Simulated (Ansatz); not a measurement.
```xyz
2
Lattice="3.1464 0.0000 0.0000 0.0000 3.1464 0.0000 0.0000 0.0000 3.1464" Properties=species:S:1:pos:R:3 pbc="T T T"
Mo    0.0000    0.0000    0.0000
Mo    1.5732    1.5732    1.5732
```

Space group Im-3m; a structure from a database of computed crystals, not necessarily the ambient phase; computed pressure about −5 GPa in this cell.

Level of theory: Ansatz 0.2.0, Kohn-Sham DFT of a periodic cell, PBEsol, Ansatz PAW.

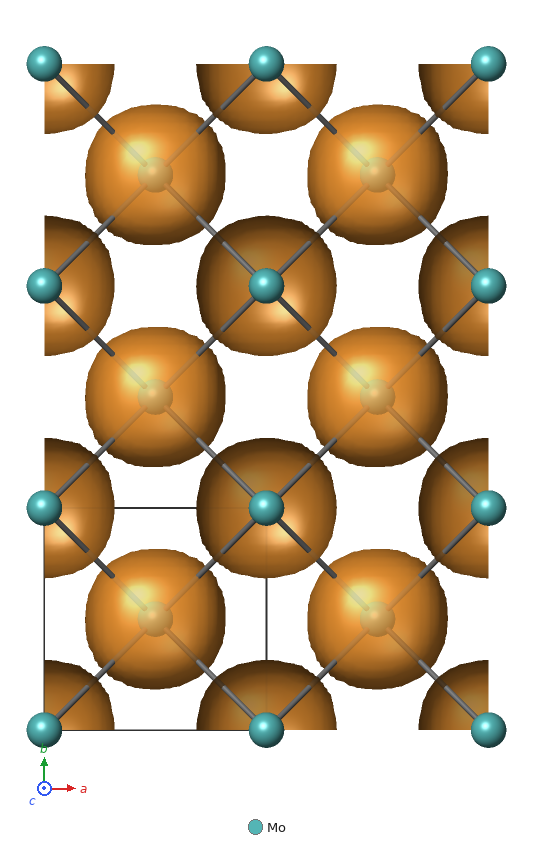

Mo. Isosurface of the valence pseudo-density at 0.6 e/Å³ (orange), seen along the c axis. Sticks mark near contacts.

Core electrons are frozen (PAW), and the valence fields are smoothed inside the atomic spheres.

What does this surface tell about the bonding?

At this value the density breaks into separate islands; it holds about 75 % of the electrons treated as valence (semicore included). It bridges none of the near contacts. It is pinched off along the sampled Mo–Mo (2.72 Å) contacts. On the grid the lowest density along these lines, outside the cores, is 0.38 e/Å³ (Mo–Mo, 2.72 Å).

Metal or insulator at this level of theory?

It is metallic or semimetallic at this level of theory: no gap opens.
